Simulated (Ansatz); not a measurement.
## Run report: CuO, single-point calculation (part 1 of 2)

The run: single-point calculation of CuO (C2/c, 4 atoms in the cell). Method and program: DFT r2SCAN+U, scalar-relativistic, plane waves, PAW, Ueff = 4 eV on Cu d, spin-polarised (Ansatz 0.2.0).

The structure derives from a Materials Project entry. Figures and captions count atoms from 1; the log counts them from 0 in places.

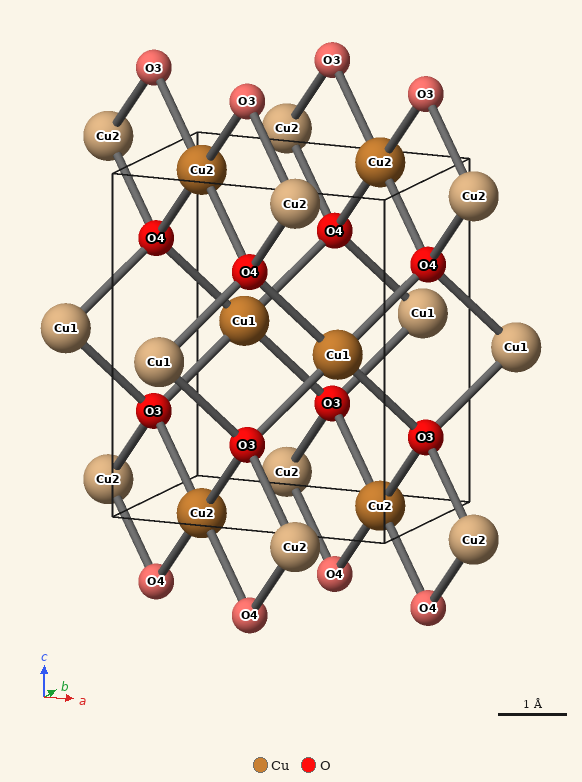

Figure 1. The structure as given in the input (ball-and-stick view of the cell 2 times as large as that of the calculation, set on its symmetry axes, seen slightly off an axis; neighbours outside the cell are drawn fainter; atoms are numbered from 1 in the order of the input). An atom can appear more than once, as a periodic image. Near neighbours in the periodic cell (some may lie outside the picture): Cu has 4 O at 1.95 to 1.96 Å; O has 4 Cu at 1.95 to 1.96 Å.

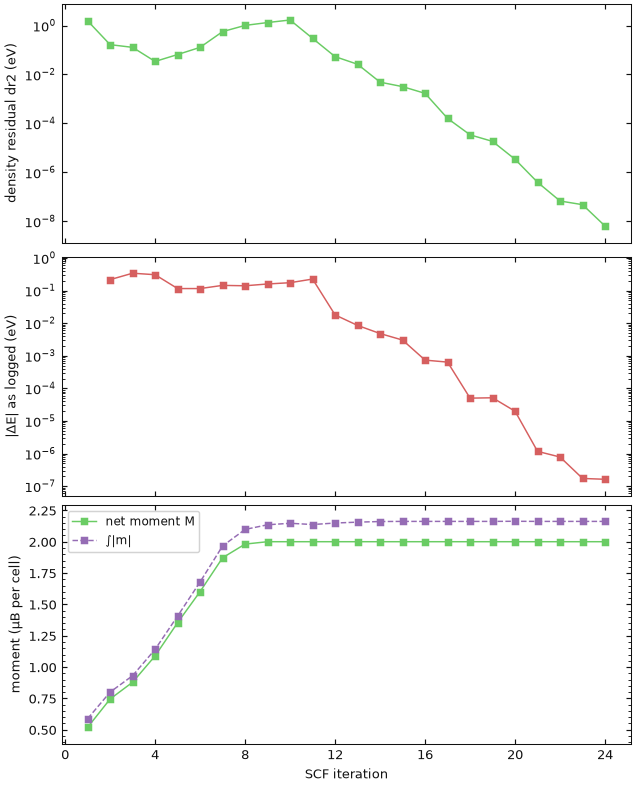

Figure 2. Convergence of the self-consistent field: density residual dr2, size of the energy change and magnetic moment against the SCF iteration. The residual comes down, with one marked jump up, by a factor of about 4, at step 7. The net moment goes from 0.5 to 2.0 μB per cell.

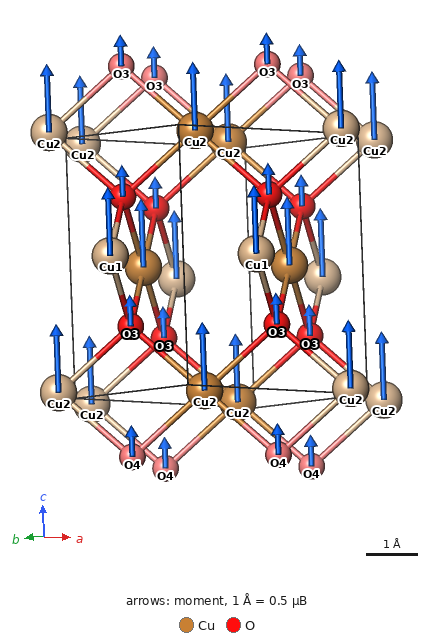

Figure 3. Magnetic moments of the sites as blue arrows (ball-and-stick view of the cell 2 times as large as that of the calculation, set on its symmetry axes, seen at an oblique angle; neighbours outside the cell are drawn fainter; atoms are numbered from 1 in the order of the input); small moments hardly show. The run is collinear, so the axis drawn is arbitrary. Site moments: Cu1, Cu2 (0.68 μB); O3, O4 (0.32 μB). They are counted near the atoms and needn't add up to the moment of the cell.

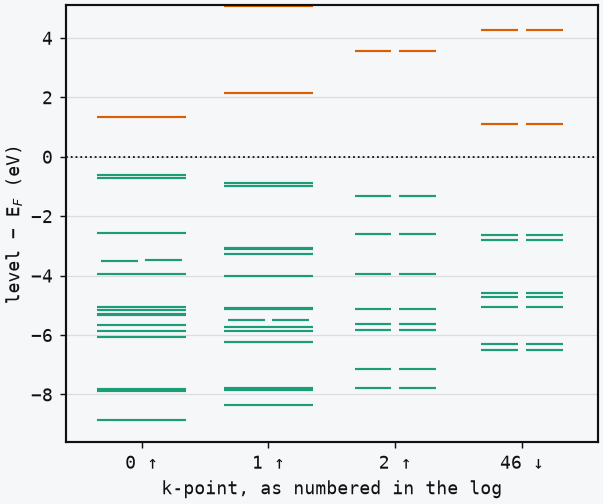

Figure 4. Kohn–Sham levels near the Fermi level (dotted) at the few k-points that the log prints; levels within 0.02 eV of each other stand side by side. Among these points the highest filled and lowest empty levels are 1.71 eV apart; the gap on the full mesh, 0.35 eV, has an edge at a point that isn't printed.

These pictures come from the run below.

### The input
```yaml
crystal:
  lattice:
    - [2.124735, -2.030431, 0.0]
    - [2.124735, 2.030431, 0.0]
    - [-0.225338, 0.0, 5.155799]
  atoms:
    - { symbol: Cu, position: [0.5, 0.0, 0.5], spin: 1.0 }
    - { symbol: Cu, position: [0.0, 0.5, 0.0], spin: 1.0 }
    - { symbol: O, position: [0.513872, 0.486128, 0.25] }
    - { symbol: O, position: [0.486128, 0.513872, 0.75] }
basis:
  ecutwfc: 500
kpoints:
  mp_grid: { grid: [6, 6, 4] }
hamiltonian:
  xc: r2scan
  hubbard: { sites: [{ species: Cu, l: d, u_eff: 4.0 }] }
scf:
  occupations: { method: gaussian, width: 0.1 }
  lower_state_search: "off"
output:
  forces: true
  stress: true
  eigenvalues: true
  populations: true
magnetization:
  spin_polarized: true
```

Command:
```bash
ansatz run input.yaml --threads 1 --pin off --max-ram 2560MiB --backend cpu --events-out ev --progress --plain --runs-dir out
```

### Log
```
Cu: projections on atomic orbitals take those of the free atom [Ne] 3s2 3p6 3d10 4s1, of charge +0.00 (hamiltonian.pseudopotentials.projection_atoms); the dataset's partial waves leave at most 2.0e-6 of an orbital's norm unspanned inside its sphere
O: projections on atomic orbitals take those of the free atom [He] 2s2 2p4, of charge +0.00 (hamiltonian.pseudopotentials.projection_atoms); the dataset's partial waves leave at most 1.9e-8 of an orbital's norm unspanned inside its sphere
Engine: ansatz 0.2.0, x86_64-unknown-linux-gnu
Pseudopotentials: kind: paw
Pseudopotential: Cu, paw, valence charge 19, recommended cutoff 500 eV (meta_gga), Cu.paw.azcp
Pseudopotential: O, paw, valence charge 6, recommended cutoff 500 eV (meta_gga), O.paw.azcp
Functional definition: r2SCAN
  parameter k0 = 0.174
  parameter k1 = 0.065
  parameter a1 = 4.9479
  exchange = r2scan_x(k0 = k0, k1 = k1, a1 = a1)
  correlation = r2scan_c
Crystal: 4 atoms, lattice volume = 44.486 Å³
Basis set: ecut = 500 eV, 1133 PW (Γ), exchange–correlation on 96×96×160 points (64 copies of the dense FFT grid, shifted against one another)
Bands: 32, of which v1, the nominal top of the filled ones, is band 25 counted from 1 (24 counted from 0)
Symmetry: 4 space group operations
Space group: C2/c (ITA 15), of the structure as read, at distance tolerance 3.5e-5 Å
Magnetic group: BNS 15.85 (UNI 92), of the structure as read, at distance tolerance 3.5e-5 Å
k-points: 47 of 144
Non-local potential: Cu, projectors of the file, l = 0: 3, l = 1: 2, l = 2: 3, l = 3: 1
Non-local potential: O, projectors of the file, l = 0: 2, l = 1: 2, l = 2: 1
PAW form: soft (Blöchl's): semilocal exchange-correlation on the pseudo side does not see the compensation charge
PAW frozen core: Cu, regenerated for the run's functional (the file was generated under x = pbe(κ = 0.804, μ = 0.2195149727645171), c = pbe(β = 0.06672455060314922))
PAW frozen core: O, regenerated for the run's functional (the file was generated under x = pbe(κ = 0.804, μ = 0.2195149727645171), c = pbe(β = 0.06672455060314922))
PAW one-centre angular grid: Cu, 590 points (default); XC on 160 Gauss nodes
PAW one-centre angular grid: O, 302 points (default); XC on 160 Gauss nodes
Initial density: superposition of atomic densities (chi_scale 0.1, normalization cell, long waves kept (reshape's long-wave potential 0.00 eV rms))
Starting moments: Σ|m| = 2 μB on 2 of 4 sites
Initial wavefunctions: pseudopotential atomic-orbital guess
Functional: x = r2scan, c = r2scan; τ floored in thin density (d = 2e-4 eV/Å³)
iter 1 solved again at ethr=3.09e-3 eV; its pass at ethr=3.10e-3 eV (dr2=1.54e0 eV) is discarded
```
